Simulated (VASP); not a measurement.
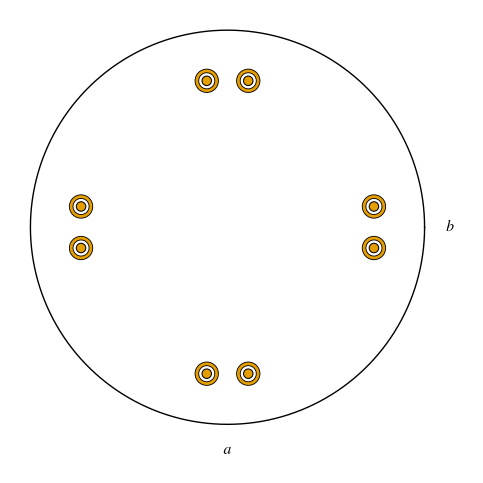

Stereographic projection: filled dots lie in the upper hemisphere, open rings in the lower. The c axis points at the viewer. The poles are all faces of one general form. Computed from the symmetry operations of a computed or model structure of composition CuI.

Q: Which point group is this?

A: 4/mmm (D4h), order 16, tetragonal system: one fourfold axis, four twofold axes, five mirror planes, an inversion centre.

Q: Can such a crystal be piezoelectric, pyroelectric or chiral?

A: It is centrosymmetric, so neither piezoelectric nor pyroelectric; it is not chiral.
